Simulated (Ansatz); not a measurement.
Run report: C, single-point calculation

C (slab, 4 atoms in the cell), computed with DFT PBE+D3(BJ), scalar-relativistic, plane waves, PAW, PAW set soft_1, no spin polarisation (Ansatz 0.2.0).

The structure derives from an entry of the Crystallography Open Database. Figures and captions count atoms from 1; the log counts them from 0 in places.

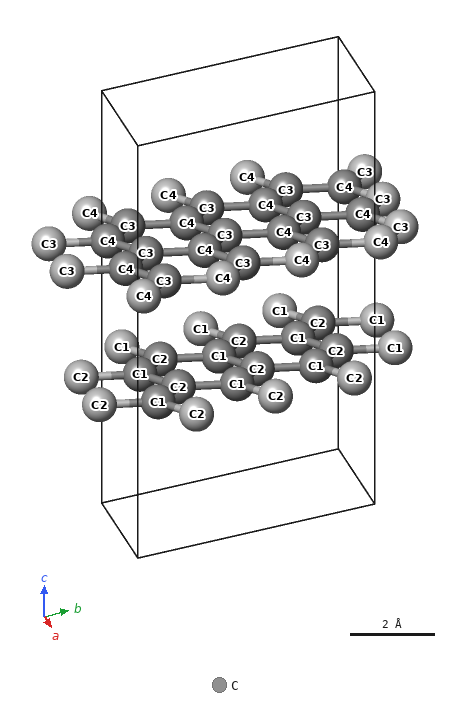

Figure 1. The input geometry (ball-and-stick view of the 2 × 3 repeat of the cell, with the vacuum cut short, seen slightly off an axis; neighbours outside the cell are drawn fainter; atoms are numbered from 1 in the order of the input). An atom can appear more than once, as a periodic image. Near neighbours in the periodic cell (some may lie outside the picture): C has 3 C at 1.42 Å.

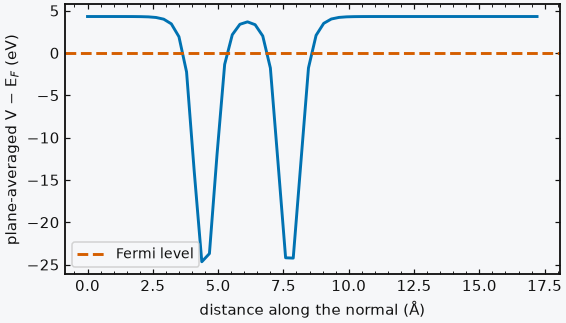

Figure 2. Plane average of the electrostatic potential energy of an electron across the cell, from the Fermi level. The vacuum level lies 4.30 eV above the Fermi level.

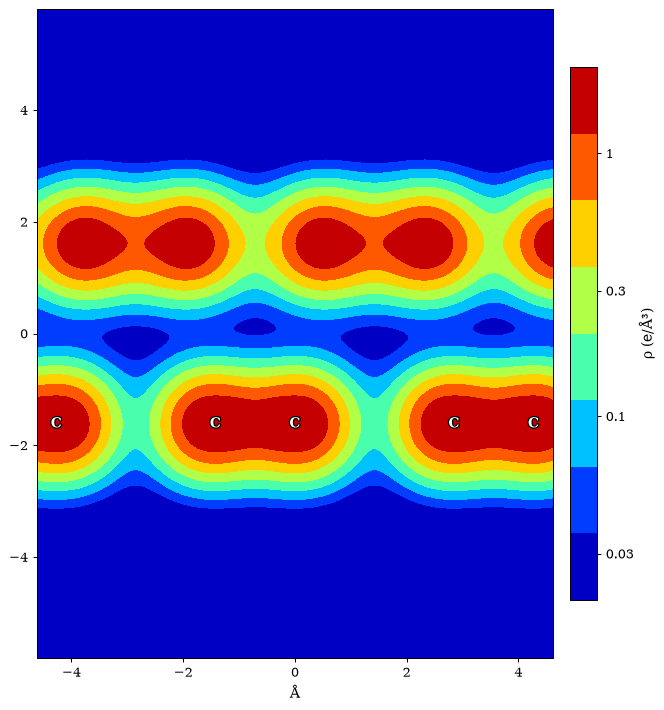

Figure 3. Valence charge density (pseudo) on the (110) plane of the calculation cell, a cut from vacuum to vacuum. The section cuts through C sites. C–C (1.42 Å): ρ at the midpoint is about 2 e/Å³, a local maximum along the line. The density dies away to nearly zero in the vacuum. The fields are those of the smooth PAW valence density.

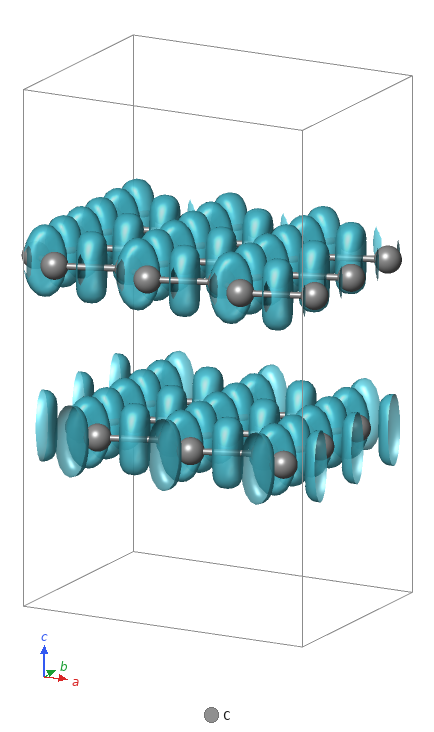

Figure 4. Isosurface of the electron localisation function at 0.8 (cyan), seen slightly off an axis. Core shells and regions of very low density are left out. Sticks mark near contacts. Along the contacts the grid gives the following. C–C (1.42 Å): the ELF peaks at about 0.95 between the atoms (a shared electron pair).

The input that produced these results follows, with the program's output.

### Input
```yaml
crystal:
  lattice:
    - [2.4656524409, 0.0, 0.0]
    - [-1.2328262205, 2.1353176507, 0.0]
    - [0.0, 0.0, 17.5000663885]
  atoms:
    - { symbol: C, position: [0.6666666667, 0.3333333333, 0.2571437784] }
    - { symbol: C, position: [0.3333333333, 0.6666666667, 0.2571418816] }
    - { symbol: C, position: [1.0, 0.3333333333, 0.4417164036] }
    - { symbol: C, position: [1.3333333333, 0.0, 0.4417145068] }
basis:
  ecutwfc: 420
kpoints:
  mp_grid: { grid: [15, 15, 1] }
hamiltonian:
  xc: pbe
  pseudopotentials: { kind: paw, azcp: { folder: soft_1 } }
  dispersion: d3bj
scf:
  occupations: { method: gaussian, width: 0.1 }
output:
  forces: true
  eigenvalues: true
  write_density: true
  write_potential: true
  elf: true
  volumetric_format: npy
efield:
  axis: 3
  dipole_correction: true
  ramp_width: 0.04
```

Launched with:
```bash
ansatz run input.yaml --threads 1 --pin off --max-ram 3072MiB --backend cpu --events-out ev --progress --plain --runs-dir out
```

### The program's output
```
Warning: the atoms were moved onto the symmetric positions of the space group found under crystal.symmetry.tolerance 1.0e-5 (fractional; no operation is sought that the atoms, as they stand in a round, miss by more than twice it, and no atom is moved by as much as it), and the run uses the moved positions. Before a round's move an operation carried an atom to 3.32e-5 Å from where it should land, the largest such distance. Atom 0 (counting from 0) moved farthest, by 1.66e-5 Å; the longest move in fractions of the cell, of whichever atom, is 0.09 of the tolerance, in 1 round. To run the atoms as typed, lower crystal.symmetry.tolerance until the operations that they miss are no longer found, or set crystal.symmetry.detect: false (a key that needs symmetry detection or time reversal refuses this as the deck is read). The positions used, in the order of the run's atom list: position: [0.6666666667, 0.3333333333, 0.25714283000000004]; position: [0.3333333333, 0.6666666667, 0.25714283000000004]; position: [1.0, 0.3333333333, 0.4417154552]; position: [1.3333333333, 0.0, 0.4417154552]; The lattice was moved too: crystal.lattice keeps the space group found at crystal.symmetry.tolerance 1.0e-5 only nearly: the operation that it misses by the most changes a squared length by the fraction 5.16e-12. The run uses the lattice that is a stretch of the typed one, with no rotation, onto the one that keeps every operation to a double's rounding (on a very oblique basis the stretch itself rounds by more); the deck's lattice vector that moved farthest moved by 3.18e-12 Å. To run the lattice as typed, set crystal.symmetry.detect: false, as for the atoms. crystal.lattice made exact, in Å and degrees: [[2.4656524409027534, 1.5895404741814452e-12, 0.0], [-1.2328262205, 2.1353176506968206, 0.0], [0.0, 0.0, 17.5000663885]]. Pasted over the deck's crystal.lattice, beside positions in fractional coordinates, it runs the same cell (given as lengths and angles, that cell in the form's own orientation, a rigid turn of the misfit's size from the one run here, for which a checkpoint.post_process_only pass over this run's state can be refused: where this run relaxes nothing, give such a pass this deck's own crystal.lattice, as typed; behind a relaxation, as crystal.lattice, the state's own cell, identity.cell in its checkpoint.json), and a matrix so pasted ends this notice, except on a very skew basis of the lattice, where the rounding of the pasted numbers themselves can read as a misfit: the cell is then moved again, and that move is told again. The lattice as run is in this notice's lattice.as_run_ang field (Run.prep()["deck_notices"] in Python, the deck_notice line of an events file, deck_notices of ansatz run --dry-run=json, or deck_notices in record.json in the deck's checkpoint.write directory).
Engine: ansatz 0.2.0, aarch64-unknown-linux-gnu
Pseudopotentials: kind: paw
Pseudopotential: C, paw, valence charge 4, recommended cutoff 420 eV (normal), [file]
Functional definition: PBE
  parameter kappa = 0.804
  parameter beta = 0.06672455060314922
  exchange = pbe_x(kappa = kappa, mu = beta*pi^2/3)
  correlation = pbe_c(beta = beta)
Crystal: 4 atoms, lattice volume = 92.137 Å³
Basis set: ecut = 420 eV, 1745 PW (Γ), exchange–correlation on 36×36×240 points (8 copies of the dense FFT grid, shifted against one another)
Bands: 12, of which v1, the nominal top of the filled ones, is band 8 counted from 1 (7 counted from 0)
Symmetry: 2 space group operations
k-points: 64 of 225 (time reversal used)
Non-local potential: C, projectors of the file, l = 0: 2, l = 1: 2, l = 2: 1
PAW form: soft (Blöchl's): semilocal exchange-correlation on the pseudo side does not see the compensation charge
PAW one-centre angular grid: C, 110 points (default); XC on 64 Gauss nodes
Initial density: superposition of atomic densities (neutral atoms: chi_scale 0, normalization atom)
Initial wavefunctions: pseudopotential atomic-orbital guess
Functional: x = pbe(κ = 0.804, μ = 0.2195149727645171), c = pbe(β = 0.06672455060314922)
SCF iter   1: F=—  HF=-1006.419393 eV  |F-HF|=—  |Δ(HF+E_count)|=         —  Δρ=7.90e-2  dr2=5.11e0  ethr=3.10e-3  p=0.000 e·Å  D=3.24e-7 V/Å  ΔV_dip=-0.00 eV  dr2_dipole=5.19e-9  V_vac-E_F(+/−)=8.29/8.29 eV  ⟨swp⟩=6.3  Hψ=5339  notcnv=0
efield: sawtooth ramp at fractional position 0.8294 (placed from the atoms, in the widest stretch of the axis that holds none; the zero of the levels goes with the place), width 0.0400; the density the first Hamiltonian is built on has a dipole p = 0.000 e·Å; the dipole correction subtracts the counter field D = 3.24e-7 V/Å, which shifts the + side's vacuum level by -0.00 eV against the − side's; the planar-averaged density in the ramp window peaks in size at 9.0e-7 e/Å³
preconditioner: auto → none  [insulator: Δε(μ)=0.379 eV  Ē_g=16.296 eV  σ=0.100 eV  W_gap=0.99  n_scr=10 (ndim 8)  ℏωp=15.5 eV  f_vac=0.584  D(μ)=0.01/eV (n_scr^D=0)  ε∞_Penn≈1.9]
SCF iter   2: F=—  HF=-1004.338361 eV  |F-HF|=—  |Δ(HF+E_count)|=    2.08e0  Δρ=2.86e-2  dr2=4.47e-1  ethr=3.10e-3  p=0.000 e·Å  D=7.17e-5 V/Å  ΔV_dip=-0.00 eV  dr2_dipole=3.65e-8  V_vac-E_F(+/−)=5.15/5.15 eV  ⟨swp⟩=3.0  Hψ=2284  notcnv=0
SCF iter   3: F=—  HF=-1004.205470 eV  |F-HF|=—  |Δ(HF+E_count)|=   1.33e-1  Δρ=5.54e-3  dr2=1.39e-2  ethr=2.79e-3  p=-0.000 e·Å  D=-2.51e-4 V/Å  ΔV_dip=0.00 eV  dr2_dipole=4.82e-7  V_vac-E_F(+/−)=4.35/4.35 eV  ⟨swp⟩=3.2  Hψ=1945  notcnv=0
SCF iter   4: F=—  HF=-1004.209729 eV  |F-HF|=—  |Δ(HF+E_count)|=   4.26e-3  Δρ=1.97e-3  dr2=1.57e-2  ethr=8.66e-5  p=0.000 e·Å  D=9.18e-4 V/Å  ΔV_dip=-0.02 eV  dr2_dipole=6.34e-6  V_vac-E_F(+/−)=4.13/4.14 eV  ⟨swp⟩=2.9  Hψ=1712  notcnv=0
SCF iter   5: F=—  HF=-1004.205379 eV  |F-HF|=—  |Δ(HF+E_count)|=   4.35e-3  Δρ=1.17e-4  dr2=3.54e-5  ethr=8.66e-5  p=-0.000 e·Å  D=-9.65e-4 V/Å  ΔV_dip=0.02 eV  dr2_dipole=6.70e-6  V_vac-E_F(+/−)=4.32/4.31 eV  ⟨swp⟩=2.1  Hψ=1146  notcnv=0
SCF iter   6: F=—  HF=-1004.205444 eV  |F-HF|=—  |Δ(HF+E_count)|=   6.55e-5  Δρ=9.67e-5  dr2=7.55e-5  ethr=2.21e-7  p=0.001 e·Å  D=2.03e-3 V/Å  ΔV_dip=-0.04 eV  dr2_dipole=3.03e-5  V_vac-E_F(+/−)=4.28/4.32 eV  ⟨swp⟩=2.6  Hψ=1472  notcnv=0
SCF iter   7: F=—  HF=-1004.205426 eV  |F-HF|=—  |Δ(HF+E_count)|=   1.84e-5  Δρ=3.16e-5  dr2=5.47e-7  ethr=2.21e-7  p=-0.000 e·Å  D=-1.27e-4 V/Å  ΔV_dip=0.00 eV  dr2_dipole=1.10e-7  V_vac-E_F(+/−)=4.30/4.30 eV  ⟨swp⟩=2.3  Hψ=1058  notcnv=0
SCF iter   8: F=-1004.205426 eV  HF=-1004.205426 eV  |F-HF|=1.52e-9  |Δ(HF+E_count)|=   4.20e-7  Δρ=5.28e-6  dr2=2.25e-8  ethr=6.25e-10  p=-0.000 e·Å  D=-4.33e-6 V/Å  ΔV_dip=0.00 eV  dr2_dipole=2.08e-10  V_vac-E_F(+/−)=4.30/4.30 eV  ⟨swp⟩=14.0  Hψ=7488  notcnv=0
SCF 1 converged in 8 iterations: F = -1004.205426 eV  dr2 = 2.25e-8
  greatest PAW one-centre occupation: 0.673 electrons in one spin orbital (limit 2), on the C atom at site 3 (counted from 0), in its partial waves of l = 0
WARN: The output density's exchange-correlation potential varies sharply where the density is thin. Do not read a vacuum level from v_tot or v_xc, or from such a field of the output density. On a cell that repeats whose density bears no net charge and no dipole along the vacuum's axis use v_es (v_loc + v_h of the components); under efield.dipole_correction with no amplitude use v_es + v_field, which holds any external_charges[].barrier, or the levels of the report's work_function block, which leave it out; under a non-zero efield.amplitude the vacuum is tilted and has no level; on a cell that repeats and bears such a dipole with no correction it is tilted too, and efield.dipole_correction with no amplitude gives each side of its ramp a level where efield: is served; in a cell that repeats whose density bears a net charge (total_charge, or a fill off its count) it is curved and has none; of a slab under crystal.periodic whose density bears no net charge use v_es, which has a level on each side, short of where the two are joined; of another it falls or rises all the way out and has none; of a slab beside external_charges read slab_vacuum_level instead, which it has where they leave it neutral. The grid or the basis barely resolves most such structure, and the values can differ between equally converged runs; as a rule a tighter scf.convergence.dr2_threshold does not remove it. Where the density itself ripples (under the LDA too) a higher basis.ecutwfc lessens it. The files hold the spikes' plane waves up to the density's cutoff. Files: v_tot_of_output_density and the like, and their columns of v_z.tsv (output.write_potential); v_xc_of_output_density and the like, and their columns of v_comp_z.tsv (output.write_potential_components). Measured: with its Gaussian average of σ = 0.25 Å subtracted twice, the exchange-correlation potential is over 0.1 eV at 20 of the grid points where the equally averaged density (valence and model cores) is under 1e-3 e/Å³, and 0.311 eV at the most among them, at an averaged density of 2.3e-7 e/Å³. The input density's (outcome.potential() and, of a run that writes arrays, v_tot and v_xc) is over 0.1 eV, so measured, at 18 points of its own thin density, 0.333 eV at the most. See output.write_potential in the manual, Limitations
SCF converged after 8 iterations
Free energy (F): -1004.205426 eV
Harris-Foulkes:  -1004.205426 eV  (|F-HF|=1.52e-9)
Internal energy: -1004.205423 eV  (E = F + TS)
E sigma→0 (E₀):  -1004.205425 eV
Entropy (-TS):   -0.000003 eV (-0.001 meV/atom)
Fermi energy:    0.036213 eV
Dipole field:    D = 0.000024 V/Å  (p = 0.000012 e·Å, saw-weighted, corrected)
Work function:   Φ+ = 4.2993 eV   Φ− = 4.2997 eV
Levels:          The Fermi level and band energies are counted from a zero that moves with the ramp; work functions are not
--- Per-component energies (eV) ---
  E_band       = -145.504566
  E_kinetic    = 354.151128
  E_local      = -6282.436499  (includes V_loc(G=0)·N_el)
  E_nonlocal   = 93.756408
  E_hartree    = 2975.865790
  E_xc         = -187.859721
  E_vxc        = -231.347304  (∫ρ·V_xc dr)
  E_paw        = -400.395294  (= ΣΔE_a)
  E_vpaw       = -31.366326  (= ΣTr[D̂ρ^β])
  E_aug_tail   = 0.000065  (compensation charges beyond the density's cutoff)
  E_efield     = 0.000000  (sawtooth field / dipole correction)
  E_vefield    = 0.000000  (∫n·V_field dr)
  E_ewald      = 2443.204807
  E_disp       = -0.492108  (pairwise vdW)
  E_smearing   = -0.000003  (= −TS)
  E_closure    = -0.000000  (closes the sum)
  Σ components = -1004.205426   (vs F -1004.205426, Δ=0.00e0)
--- Forces (eV/Å), atoms counted from 1 ---
  atom   1  C      0.00980463     0.01334302    -0.05413588
  atom   2  C      0.00665308     0.01516256    -0.05413588
  atom   3  C     -0.00980256    -0.01334383     0.05403321
  atom   4  C     -0.00665482    -0.01516118     0.05403321
  max |Σ_I F_I| component: 2.05e-4 eV/Å
--- Band table (eV; the first three rows and the last of 64) ---
  k-point 0: bands = ["-19.5755", "-19.3735", "-8.1419", "-6.9672", "-2.9877", "-2.9871", "-2.9741", "-2.9735", "3.4922", "3.9248", "4.8454", "6.5287"]
  k-point 1: bands = ["-19.4699", "-19.2692", "-8.0142", "-6.8441", "-3.4159", "-3.3961", "-3.2079", "-3.1986", "3.6340", "4.0675", "4.9888", "6.6704"]
  k-point 2: bands = ["-19.1539", "-18.9568", "-7.6333", "-6.4771", "-4.5543", "-4.5158", "-3.7743", "-3.7612", "4.0593", "4.4950", "5.4191", "7.0945"]
  k-point 63: bands = ["-14.6673", "-14.5142", "-12.8538", "-12.7329", "-6.3568", "-6.3368", "-2.9256", "-2.0159", "1.4799", "2.3988", "7.3764", "7.5056"]
```

### Results in brief

| quantity | value |
| --- | --- |
| outcome | converged |
| electrons treated | 16 |
| free energy | −1004.2054 eV |
| work function, top face | 4.30 eV |
| work function, bottom face | 4.30 eV |
| Fermi energy | 0.036 eV |
| gap on the k-point mesh | 0.48 eV |
| work function (upper face) | 4.30 eV |
| largest force (length of the vector) | 0.057 eV/Å |
| hardware | 1 thread of Arm Neoverse V2, 24 GiB of memory available, shared host |
| wall time | 11 s |
| peak memory | 0.36 GiB |

The program warns: the structure was made exactly symmetric; the exchange-correlation potential is rough where the density is thin.
